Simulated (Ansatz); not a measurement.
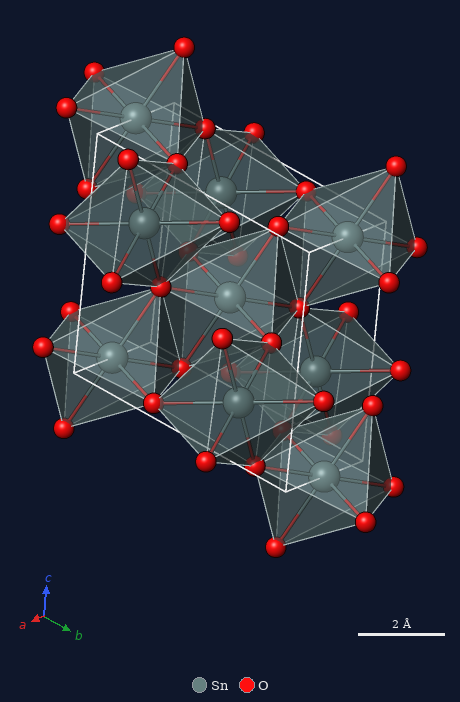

The structure (polyhedral view of the cell of the calculation, seen slightly off an axis; polyhedra are completed across the faces of the cell). An atom can appear more than once, as a periodic image.

**SnO2: single-point calculation**

- system: SnO2 (P-1, 12 atoms in the cell)
- method: DFT LDA, scalar-relativistic, plane waves, PAW, no spin polarisation (Ansatz 0.2.0)

The structure derives from a Materials Project entry. It belongs to a series of runs on one base structure; here: band edges sought over the zone.

**The program's output**
```
Engine: ansatz 0.2.0, x86_64-unknown-linux-gnu
Pseudopotentials: kind: paw
Pseudopotential: Sn, paw, valence charge 14, recommended cutoff 420 eV (normal), Sn.paw.azcp
Pseudopotential: O, paw, valence charge 6, recommended cutoff 420 eV (normal), O.paw.azcp
Functional definition: SPW92
  exchange = slater_x
  correlation = pw_c
Crystal: 12 atoms, lattice volume = 142.298 Å³
Basis set: ecut = 420 eV, 2791 PW (Γ)
Bands: 64, of which v1, the nominal top of the filled ones, is band 52 counted from 1 (51 counted from 0)
Symmetry: 2 space group operations
Space group: P-1 (ITA 2), of the structure as read, at distance tolerance 5.2e-5 Å
k-points: 112 of 216
Non-local potential: Sn, projectors of the file, l = 0: 2, l = 1: 2, l = 2: 2, l = 3: 2
Non-local potential: O, projectors of the file, l = 0: 2, l = 1: 2, l = 2: 1
PAW form: soft (Blöchl's): semilocal exchange-correlation on the pseudo side does not see the compensation charge
PAW frozen core: Sn, regenerated for the run's functional, and the local potential with it (the file was generated under x = pbe(κ = 0.804, μ = 0.2195149727645171), c = pbe(β = 0.06672455060314922))
PAW frozen core: O, regenerated for the run's functional, and the local potential with it (the file was generated under x = pbe(κ = 0.804, μ = 0.2195149727645171), c = pbe(β = 0.06672455060314922))
PAW one-centre angular grid: Sn, 590 points (default); XC on 64 Gauss nodes
PAW one-centre angular grid: O, 110 points (default); XC on 64 Gauss nodes
Initial density: read from a saved state, or passed on in memory by an earlier SCF of this step, an earlier step, the calling program or the single point that the run made first
Initial wavefunctions: pseudopotential atomic-orbital guess
Functional: x = slater, c = lda
iter 1 solved again at ethr=9.28e-8 eV; its pass at ethr=3.10e-3 eV (dr2=9.65e-5 eV) is discarded
SCF iter   1: F=—  HF=-27960.720558 eV  |F-HF|=—  |Δ(HF+E_count)|=         —  Δρ=3.59e-6  dr2=1.41e-8  ethr=9.28e-8  ⟨swp⟩=3.8  Hψ=51711  notcnv=0
eigensolver tolerance schedule: the retry pair's looser diagonalisation over-reported the residual by 6847.24 of it (diagonalisation noise at 0.26 of the residual, at the tolerance the schedule requests for it); recorded, not acted on — ethr = c·dr2/N_el stays at c = 1.0e-1
preconditioner: auto → Resta (q_TF=auto, 2.589 Å⁻¹)  ε∞=3.6  [insulator: Δε(μ)=1.176 eV  Ē_g=19.513 eV  σ=0.020 eV  W_gap=1.00  n_scr=42 (ndim 8)  ℏωp=31.7 eV  f_vac=0.018  D(μ)=0.00/eV (n_scr^D=0)  ε∞_Penn≈3.6]
SCF iter   2: F=-27960.720558 eV  HF=-27960.720558 eV  |F-HF|=3.65e-9  |Δ(HF+E_count)|=   7.57e-8  Δρ=2.34e-6  dr2=5.83e-9  ethr=1.36e-11  ⟨swp⟩=9.2  Hψ=31657  notcnv=0
SCF 1 converged in 2 iterations: F = -27960.720558 eV  dr2 = 5.83e-9
  greatest PAW one-centre occupation: 0.998 electrons in one spin orbital (limit 2), on the Sn atom at site 2 (counted from 0), in its partial waves of l = 2
NSCF: frozen V_eff on 112 k-points
NSCF: frozen V_eff on 112 k-points
NSCF: frozen V_eff on 28 k-points
NSCF: frozen V_eff on 13 k-points
NSCF: frozen V_eff on 7 k-points
NSCF: frozen V_eff on 7 k-points
NSCF: frozen V_eff on 7 k-points
NSCF: frozen V_eff on 7 k-points
NSCF: frozen V_eff on 3 k-points
SCF converged after 2 iterations
Free energy (F): -27960.720558 eV
Harris-Foulkes:  -27960.720558 eV  (|F-HF|=3.65e-9)
Internal energy: -27960.720558 eV  (E = F + TS)
E sigma→0 (E₀):  -27960.720558 eV
Fermi energy:    9.832966 eV
--- Per-component energies (eV) ---
  E_band       = -254.934293
  E_kinetic    = 2163.520840
  E_local      = -5710.302943  (includes V_loc(G=0)·N_el)
  E_nonlocal   = 302.171118
  E_hartree    = 2954.310277
  E_xc         = -2084.252975
  E_vxc        = -1129.180523  (∫ρ·V_xc dr)
  E_paw        = -17205.672823  (= ΣΔE_a)
  E_vpaw       = -1789.781865  (= ΣTr[D̂ρ^β])
  E_aug_tail   = 0.020358  (compensation charges beyond the density's cutoff)
  E_ewald      = -8382.989374
  E_core_change = 2.474965  (= ΣΔE_core)
  E_smearing   = -0.000000  (= −TS)
  E_closure    = 0.000000  (closes the sum)
  Σ components = -27960.720558   (vs F -27960.720558, Δ=0.00e0)
--- Forces (eV/Å), atoms counted from 1 ---
  atom   1  Sn     0.00001514     0.00000031     0.00036993
  atom   2  Sn    -0.00001514    -0.00000031    -0.00036993
  atom   3  Sn     0.00000000     0.00000000     0.00000000
  atom   4  Sn     0.00000000     0.00000000     0.00000000
  atom   5  O      0.00121542    -0.00138973    -0.00370553
  atom   6  O      0.00014842     0.00081290    -0.00146224
  atom   7  O      0.00144107    -0.00138951    -0.00369719
  atom   8  O     -0.00014853    -0.00082171     0.00144037
  atom   9  O      0.00014853     0.00082171    -0.00144037
  atom  10  O     -0.00014842    -0.00081290     0.00146224
  atom  11  O     -0.00144107     0.00138951     0.00369719
  atom  12  O     -0.00121542     0.00138973     0.00370553
  max |Σ_I F_I| component: 0.00e0 eV/Å
--- Stress (GPa, compression-positive) ---
        1.117441      -0.028423      -0.392104
       -0.028423      -1.074680      -0.157296
       -0.392104      -0.157296       0.585948
  P = ⅓ Tr σ = 0.2096 GPa (2.096 kbar)
--- Band table (eV; the first three rows and the last of 112) ---
  k-point 0: bands = ["-11.7833", "-11.5422", "-11.5076", "-11.0466", "-11.0346", "-11.0179", "-10.7236", "-10.7148", "-10.6930", "-10.6121", "-10.5764", "-10.5637", "-10.5612", "-10.4918", "-10.4764", "-10.4643", "-10.4522", "-10.4520", "-10.4403", "-10.4357", "-9.5660", "-7.6355", "-7.5825", "-7.5665", "-7.5264", "-6.1636", "-6.1363", "-5.7527", "0.9421", "1.0462", "1.0622", "4.0700", "4.0954", "5.0383", "5.0439", "5.2022", "6.0249", "6.5945", "6.6238", "6.7878", "6.7924", "7.1755", "7.3020", "7.9657", "8.0067", "8.2484", "8.2609", "8.3661", "8.4124", "8.4197", "8.4508", "9.2448", "10.4211", "13.9269", "13.9482", "15.2545", "15.3624", "15.3957", "17.8896", "17.9267", "19.3451", "19.5674", "20.0701", "20.0705"]
  k-point 1: bands = ["-11.7301", "-11.5288", "-11.4984", "-11.0744", "-11.0002", "-10.9658", "-10.7867", "-10.7761", "-10.7053", "-10.6205", "-10.5712", "-10.5574", "-10.5547", "-10.4925", "-10.4781", "-10.4771", "-10.4671", "-10.4642", "-10.4582", "-10.4511", "-9.4813", "-7.6960", "-7.5667", "-7.5260", "-7.4880", "-6.2604", "-6.1358", "-5.8228", "1.0250", "1.2471", "1.3359", "4.2737", "4.3019", "4.7931", "5.1125", "5.3097", "5.5894", "6.1428", "6.4624", "6.5254", "6.7195", "7.3615", "7.5367", "7.6668", "7.7632", "8.1861", "8.2157", "8.2696", "8.3701", "8.3890", "8.4747", "9.1285", "11.1991", "14.1106", "14.1616", "15.2866", "15.7735", "15.7910", "17.8234", "18.1256", "18.8874", "19.7143", "19.9452", "20.1917"]
  k-point 2: bands = ["-11.5946", "-11.5207", "-11.3727", "-11.1580", "-11.0858", "-10.9676", "-10.8564", "-10.8525", "-10.6646", "-10.6108", "-10.5656", "-10.5401", "-10.5384", "-10.5377", "-10.5059", "-10.4966", "-10.4871", "-10.4806", "-10.4783", "-10.4699", "-9.2046", "-8.1612", "-7.5104", "-7.3555", "-7.2414", "-6.5212", "-6.1068", "-5.9666", "1.3060", "1.6336", "2.0870", "4.0631", "4.6092", "4.8398", "4.8847", "5.3182", "5.3336", "5.6384", "6.1173", "6.2458", "6.5402", "6.9219", "7.1780", "7.6584", "7.8443", "7.9645", "8.0883", "8.1924", "8.3537", "8.4522", "8.5226", "8.9159", "12.5420", "14.2581", "14.7557", "15.4231", "16.6666", "16.7631", "17.7168", "18.3782", "18.4426", "18.8746", "19.8054", "20.1376"]
  k-point 111: bands = ["-11.5412", "-11.5276", "-11.5071", "-11.4927", "-11.0295", "-11.0169", "-10.7174", "-10.7042", "-10.6959", "-10.6873", "-10.5733", "-10.5607", "-10.5116", "-10.4990", "-10.4959", "-10.4836", "-10.4588", "-10.4509", "-10.4423", "-10.4392", "-7.7692", "-7.7656", "-7.7315", "-7.7228", "-7.7016", "-7.6711", "-6.0763", "-6.0454", "1.8507", "1.8513", "3.6579", "3.7100", "4.8517", "4.9031", "5.2154", "5.2207", "5.3983", "5.4204", "6.1199", "6.1881", "6.5226", "6.5473", "7.1808", "7.1924", "7.5116", "7.5352", "7.8862", "7.9227", "7.9315", "7.9891", "8.2951", "8.3412", "13.9745", "13.9986", "15.2918", "15.2972", "16.6043", "16.6092", "18.7626", "18.7918", "19.7128", "19.7436", "20.0086", "20.0216"]
```

The run was set up as follows.

**Input file**
```yaml
crystal:
  lattice:
    - [-3.190424003, 3.3392222528, 3.339222605]
    - [3.190424003, -3.3392222528, 3.339222605]
    - [3.1645966867, 3.3662541298, -3.3121907251]
  atoms:
    - { symbol: Sn, position: [0.9999851733, 0.2499851263, 0.7499999686] }
    - { symbol: Sn, position: [1.48267e-05, 0.7500148737, 0.2500000314] }
    - { symbol: Sn, position: [0.5, 0.5, 0.5] }
    - { symbol: Sn, position: [0.5, 0.0, 0.0] }
    - { symbol: O, position: [0.193719068, 0.1936209396, 0.4992559875] }
    - { symbol: O, position: [0.6938288444, 0.7496542571, 0.9440980782] }
    - { symbol: O, position: [0.193719134, 0.6936005303, 0.9992356188] }
    - { symbol: O, position: [0.306194879, 0.7503693829, 0.5559019148] }
    - { symbol: O, position: [0.693805121, 0.2496306171, 0.4440980852] }
    - { symbol: O, position: [0.3061711556, 0.2503457429, 0.0559019218] }
    - { symbol: O, position: [0.806280866, 0.3063994697, 0.0007643812] }
    - { symbol: O, position: [0.806280932, 0.8063790604, 0.5007440125] }
basis:
  ecutwfc: 420
kpoints:
  mp_grid: { grid: [6, 6, 6] }
  band_path: { path: [VBM, CBM], npoints: 2 }
hamiltonian:
  xc: lda
scf:
  occupations: { method: gaussian, width: 0.02 }
output:
  forces: true
  stress: true
  eigenvalues: true
checkpoint:
  read: start.run
  write: ck
  compress: false
  write_wavefunctions: false
  write_every: 100000
```

Run as:
```bash
ansatz run input.yaml --threads 2 --pin off --max-ram 5120MiB --backend cpu --events-out ev --progress --plain --runs-dir out
```

**Results in brief**

- outcome: converged
- space group (tolerance 0.01 Å): P-1 (2)
- electrons treated: 104
- free energy: −27960.7206 eV
- Fermi energy: 9.833 eV
- gap on the k-point mesh: 1.18 eV
- gap on the band path: 1.18 eV
- pressure: 0.21 GPa
- largest force (length of the vector): 0.004 eV/Å
- hardware: 2 threads of Intel Xeon (Granite Rapids), 32 GiB of memory available, shared host
- wall time: 29 s (CPU time 57 s)
- peak memory: 0.94 GiB
